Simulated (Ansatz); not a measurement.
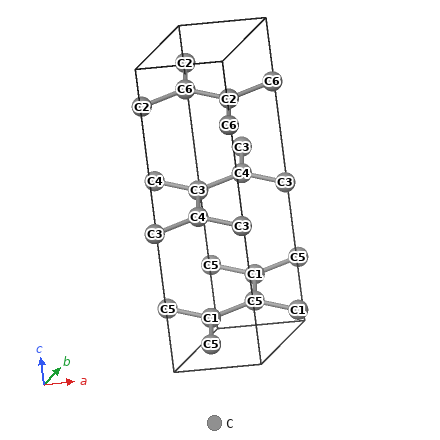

The system is C (C2/m, No. 12; 6 atoms in the cell); the picture shows the reference structure. The crystal above one (0 0 1) plane is slid rigidly over the crystal below it (one fault a cell, nothing relaxed). Places are given modulo a cell vector. The map is drawn in real space over the plane of the slide. The grid has 6 × 6 points; 21 points were computed and 15 follow by symmetry. All energies are given in meV/Å² relative to the lowest grid point. Theory: Ansatz 0.2.0, DFT LDA, scalar-relativistic, plane waves, PAW. Settings: cutoff 420 eV, k-mesh 12×12×3 in the order of the run's cell vectors, gaussian smearing 0.05 eV, no spin polarisation.

Its coordinates:

```
CELL_PARAMETERS angstrom
0.00000 2.44487 0.00000
-2.11730 1.22243 0.01160
0.05959 0.00000 9.98871
ATOMIC_POSITIONS crystal
C 0.50000 0.00000 0.16673
C 0.83333 0.33333 0.83340
C 0.16667 0.66667 0.50007
C 0.50000 0.00000 0.49997
C 0.83333 0.33333 0.16663
C 0.16667 0.66667 0.83330
```

Range: slide along a₁ from 0.000 to 0.833; slide along a₂ from 0.000 to 0.833.

Predict the map.

The lowest grid point is at (0/6, 0/6) of the cell vectors. It is the only kind of minimum in the scanned range. The highest grid point, (2/6, 2/6) of the cell vectors, lies 5.60 meV/Å² above the lowest. On the interpolated surface the easiest way out of the lowest well to its copy in the next cell or period passes a barrier of about 1.1 meV/Å².

```
slide along a₂ ↓, slide along a₁ →   0/6   1/6   2/6   3/6   4/6   5/6
                               5/6  0.62  0.62  0.83  1.20  1.20  0.83
                               4/6  1.95  2.40  1.95  1.21  1.11  1.21
                               3/6  2.72  4.34  4.34  2.72  1.20  1.20
                               2/6  1.94  4.32  5.60  4.32  1.94  0.82
                               1/6  0.61  2.39  4.31  4.31  2.39  0.61
                               0/6  0.00  0.60  1.94  2.70  1.94  0.60
```

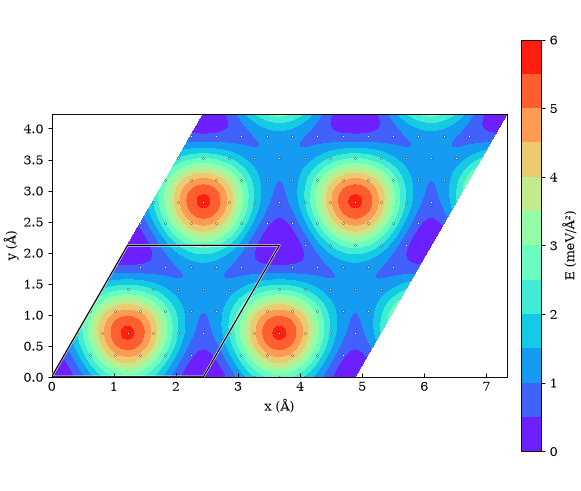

Drawn: filled contours, dots at the grid points, the outline of one cell of the 2 × 2 shown. Between grid points the surface is interpolated.
